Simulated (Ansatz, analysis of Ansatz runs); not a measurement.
# Reproducing a measured optical absorption band: F+ centre in CaO, part 2 of 2

How near does this set-up come to the measured optical absorption band? Subject: F+ centre in CaO. Set-up: PBEsol, 64-site cell, PBEsol lattice, 420 eV, k: the zone centre alone. The model is a cell of 64 host atoms with 1 O taken out. The excitation energy is a difference of total energies with one electron moved up within one spin channel. A local or semilocal functional is the cheapest first rung.

Ansatz 0.2.0; PBEsol, 64-site cell, PBEsol lattice, 420 eV, k: the zone centre alone.

So far: Starting point; Relaxation, charge +1.

## Step 3: Ground state

Both spins' levels are needed to pick the two between which the electron moves, so the ground state is solved with empty bands.

This step: plane-wave PAW DFT, PBEsol; single point of a defect supercell.

Input file ground/input.yaml:

```yaml
crystal:
  lattice:
    - [9.53427629, 0.0, 0.0]
    - [0.0, 9.53427629, 0.0]
    - [0.0, 0.0, 9.53427629]
  atoms:
    - { symbol: Ca, position: [-0.001209584, 0.0, 0.0] }
    - { symbol: Ca, position: [0.000187755, 0.250187755, 0.250187755] }
[... 9 atom lines left out ...]
    - { symbol: Ca, position: [0.25, 0.237402497, 0.5] }
[... 6 atom lines left out ...]
    - { symbol: Ca, position: [0.25, 0.5, 0.237402497] }
[... 4 atom lines left out ...]
    - { symbol: O, position: [0.25, 0.747975511, 0.252024489] }
    - { symbol: Ca, position: [-0.012597503, 0.5, 0.5] }
[... 1 atom line left out ...]
    - { symbol: Ca, position: [0.25, 0.5, 0.762597503] }
    - { symbol: Ca, position: [0.25, 0.762597503, 0.5] }
    - { symbol: O, position: [0.002024489, 0.5, 0.747975511] }
    - { symbol: O, position: [0.002024489, 0.747975511, 0.5] }
    - { symbol: O, position: [0.25, 0.747975511, 0.747975511] }
[... 24 atom lines left out ...]
    - { symbol: Ca, position: [0.512597503, 0.5, 0.5] }
[... 3 atom lines left out ...]
    - { symbol: O, position: [0.497975511, 0.5, 0.747975511] }
    - { symbol: O, position: [0.497975511, 0.747975511, 0.5] }
[... 1 atom line left out ...]
    - { symbol: O, position: [0.75, 0.749310789, 0.749310789] }
total_charge: 1
basis:
  ecutwfc: 420
  xc_grid: 2
hamiltonian:
  xc: pbesol
kpoints:
  mp_grid: { grid: [1, 1, 1] }
magnetization:
  spin_polarized: true
  initial_magnetization: 1
  spin_locking: { lock_magnetization: hard }
scf:
  occupations: { method: fermi_dirac, width: 0.01 }
  max_iter: 120
  n_extra_bands: 30
  lower_state_search: "off"
output:
  forces: true
  eigenvalues: true
  eigenstates: { localisation: true }
checkpoint:
  read: "../relax.run"
  write: "../ground.run"
  compress: false
  write_wavefunctions: true
  write_every: 100000
```

On the command line:

```console
$ ansatz run input.yaml --threads 2 --pin off --max-ram 3768MiB --backend cpu --events-out ev --progress --plain --runs-dir out
```

Numbers of over 12 decimals in the logs are rounded to 6 here.

Log:

```text
[...]
Warning: the band count 283 (scf.n_extra_bands) hosts the net moment |M| = 1.0000 μB (N_el = 505) but caps the reachable moment at 2·n_bands − N_el = 61.0000 μB, below the 316 bands that the automatic rule leaves for it — a moment growing past the seed, or [...]
[...]
Crystal: 63 atoms, lattice volume = 866.689 Å³
Basis set: ecut = 420 eV, 16879 PW (Γ), exchange–correlation on 128×128×128 points (8 copies of the dense FFT grid, shifted against one another)
Bands: 283, of which v1, the nominal top of the filled ones, is band 253 counted from 1 (252 counted from 0)
Symmetry: 48 space group operations
[...]
k-points: 1
[...]
Starting moments: Σ|m| = 1 μB on 63 of 63 sites; this step starts from the density that it was given
[...]
Fermi energy:    10.154115 (↑ 10.363741, ↓ 9.330344) eV
[...]
--- Forces (eV/Å), atoms counted from 1 ---
  atom   1  Ca     0.00100818    -0.00000000    -0.00000000
  atom   2  Ca     0.00384559     0.00384559     0.00384559
  [... 9 atoms left out ...]
  atom  12  Ca     0.00000000    -0.00066363     0.00000000
  [... 6 atoms left out ...]
  atom  19  Ca     0.00000000     0.00000000    -0.00066363
  [... 5 atoms left out ...]
  atom  25  Ca    -0.00066363    -0.00000000     0.00000000
  [... 1 atom left out ...]
  atom  27  Ca     0.00000000     0.00000000     0.00066363
  atom  28  Ca    -0.00000000     0.00066363     0.00000000
  [... 1 atom left out ...]
  atom  30  O     -0.00190295     0.00190295     0.00000000
  atom  31  O      0.00000000     0.00190295     0.00190295
  [... 24 atoms left out ...]
  atom  56  Ca     0.00066363    -0.00000000     0.00000000
  [... 3 atoms left out ...]
  atom  60  O      0.00190295    -0.00000000     0.00190295
  atom  61  O      0.00190295     0.00190295     0.00000000
  [... 2 atoms left out ...]
  max |Σ_I F_I| component: 7.16e-18 eV/Å
--- Band table (eV) ---
[...]
[key lines of the parts left out:]
SCF converged after 2 iterations
Magnetization: 1.0000 μB (253.0000 up, 252.0000 down)
Free energy (F): -74902.396021 eV
```

The job ended after 8.9 s (2 threads of Intel Xeon Platinum 8375C at 2.90GHz (Ice Lake), shared host; peak memory 1.5 GiB; 17 s of CPU time).

This step gave:

```yaml
free_energy: -74902.3960 eV
total_moment: 1 μB
integral_of_the_absolute_spin_density: 1.038 μB
spin_contamination: 0.002022
```

From eigenstates.tsv, first k-point; energies on the run's zero. The participation number counts the atoms that a state is spread over, of 63; bands count from 0.

```tsv
spin	band	energy (eV)	occupation	participation	largest share on	share
down	246	7.548	1.00	24.5	O6	0.06
down	247	7.548	1.00	24.6	O47	0.06
down	248	7.548	1.00	24.7	O13	0.06
down	249	7.785	1.00	28.0	O5	0.05
down	250	7.785	1.00	27.6	O39	0.05
down	251	7.785	1.00	27.9	O6	0.05
down	252	10.864	0.00	9.7	Ca12	0.13
down	253	11.314	0.00	54.2	Ca17	0.02
down	254	11.314	0.00	54.2	Ca9	0.02
down	255	11.314	0.00	54.2	Ca4	0.02
down	256	12.386	0.00	36.2	Ca4	0.05
up	247	7.547	1.00	23.1	O22	0.06
up	248	7.547	1.00	22.8	O47	0.06
up	249	7.783	1.00	28.8	O6	0.05
up	250	7.783	1.00	27.6	O5	0.05
up	251	7.783	1.00	28.7	O39	0.05
up	252	9.444	1.00	8.8	Ca12	0.14
up	253	11.295	0.00	54.2	Ca17	0.03
up	254	11.295	0.00	54.2	Ca9	0.03
up	255	11.295	0.00	54.2	Ca3	0.03
up	256	12.357	0.00	36.2	Ca17	0.05
up	257	12.357	0.00	38.5	Ca17	0.04
```

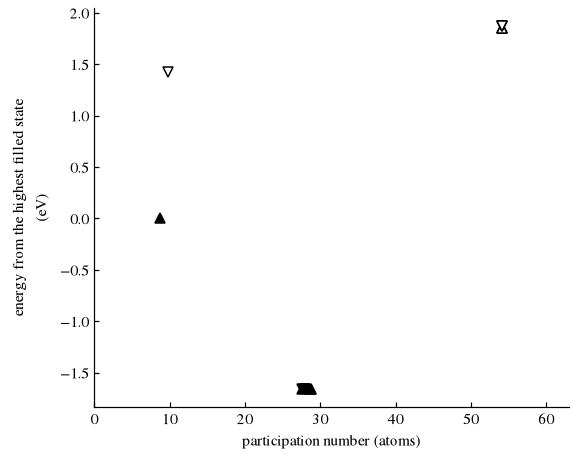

States next to the filling edge at the first k-point: energy against spread. Filled marks are occupied, open marks empty; triangles up and down are the spins.

Under PBEsol at the zone centre alone, the highest filled state is spin up, spread over 9 of 63 atoms, and the lowest empty one, 1.42 eV above it, is spin down, spread over 10 of 63 atoms.

The atoms' spheres hold 0.14 of the 1 μB, none over 0.03 μB.

## Step 4: Excited state at the ground state's structure

One electron is moved to the upper level and held there by its overlap; at the ground state's structure the energy difference is the vertical absorption.

This step: plane-wave PAW DFT, PBEsol; single point of a defect supercell.

excited/input.yaml, as its differences from ground/input.yaml of step 3:

```diff
@@ -41,4 +41,9 @@
 scf:
-  occupations: { method: fermi_dirac, width: 0.01 }
-  max_iter: 120
+  occupations:
+    method: fermi_dirac
+    width: 0.01
+    excite:
+      from: { channel: up, k: 0, band: v1, track: overlap }
+      to: { channel: up, k: 0, band: [c1, c3], track: overlap }
+  max_iter: 150
   n_extra_bands: 30
@@ -47,7 +52,5 @@
   forces: true
-  eigenvalues: true
-  eigenstates: { localisation: true }
 checkpoint:
-  read: "../relax.run"
-  write: "../ground.run"
+  read: "../ground.run"
+  write: "../excited.run"
   compress: false
```

Log:

```text
[...]
Crystal: 63 atoms, lattice volume = 866.689 Å³
Basis set: ecut = 420 eV, 16879 PW (Γ), exchange–correlation on 128×128×128 points (8 copies of the dense FFT grid, shifted against one another)
Bands: 283, of which v1, the nominal top of the filled ones, is band 253 counted from 1 (252 counted from 0)
Symmetry: 48 space group operations
[...]
k-points: 1
Excitation: hole v1 ↑ at k 0, (0, 0, 0); particle c1 to c3 ↑ at k 0, (0, 0, 0); 1.000000e0 electrons a cell; the bands as a deck names them, k counted from 0 among the points solved; in brackets its point in fractional reciprocal coordinates
[...]
iter 1 solved again at ethr=1.10e-12 eV; its pass at ethr=3.10e-3 eV (dr2=5.57e-9 eV) is discarded
[...]
--- Forces (eV/Å), atoms counted from 1 ---
  atom   1  Ca    -0.04168531    -0.00000000     0.00000000
  atom   2  Ca    -0.16058651    -0.16058651    -0.16058651
  [... 9 atoms left out ...]
  atom  12  Ca     0.00000000    -1.10982835     0.00000000
  [... 6 atoms left out ...]
  atom  19  Ca     0.00000000     0.00000000    -1.10982835
  [... 5 atoms left out ...]
  atom  25  Ca    -1.10982835     0.00000000     0.00000000
  [... 1 atom left out ...]
  atom  27  Ca     0.00000000    -0.00000000     1.10982835
  atom  28  Ca    -0.00000000     1.10982835     0.00000000
  [... 1 atom left out ...]
  atom  30  O      0.37077849    -0.37077849     0.00000000
  atom  31  O     -0.00000000    -0.37077849    -0.37077849
  [... 24 atoms left out ...]
  atom  56  Ca     1.10982835     0.00000000     0.00000000
  [... 3 atoms left out ...]
  atom  60  O     -0.37077849     0.00000000    -0.37077849
  atom  61  O     -0.37077849    -0.37077849     0.00000000
  [... 2 atoms left out ...]
  max |Σ_I F_I| component: 3.89e-16 eV/Å
--- Band table (eV) ---
[...]
[key lines of the parts left out:]
Converged-ψ floor refinement (derivative, response, wavefunction or occupation consumer): ⟨swp⟩=1.0  Hψ=1132  notcnv=0
SCF converged after 13 iterations
Magnetization: 1.0000 μB (253.0000 up, 252.0000 down)
Free energy (F): -74900.107599 eV
Fermi energy:    8.474531 (↑ 10.121070, ↓ 8.469997) eV  (of the remaining states, beside the excitation)
```

Run time: 21 s. Hardware: 2 threads; peak memory 1.5 GiB; 40 s of CPU time.

Reading the cycles: dr2 is the Hartree energy of the density residual (eV), the measure of convergence; HF is the Harris–Foulkes estimate of the energy, which meets the free energy F at convergence.

Numbers from this step:

```
free energy                           : -74900.1076 eV
total moment                          : 1 μB
integral of the absolute spin density : 1.273 μB
spin contamination                    : 6.56e-4
```

## Step 5: Outcome

The level that takes the electron spreads over a large part of the cell (54 of 63 atoms): it is diffuse or a band state, and this cell can't show whether it is bound to the centre. For the record: Vertical absorption energy: computed 2.29 eV, measured 3.7 eV; 1.41 eV below the measurement.

[Logs are printed without paths, hosts, clocks, repeated set-up lines and the standing remarks that a program may print on its own settings, such as how far it seeks lower states.]

[Hosts, paths, dates, database ids (printed as entryN), source tags and the programs' standing remarks are cut or masked in the printed files.]

[For some hosts the program warned that the k-mesh of the response run may be too coarse for force constants and the static dielectric constant; such warnings are not shown here.]
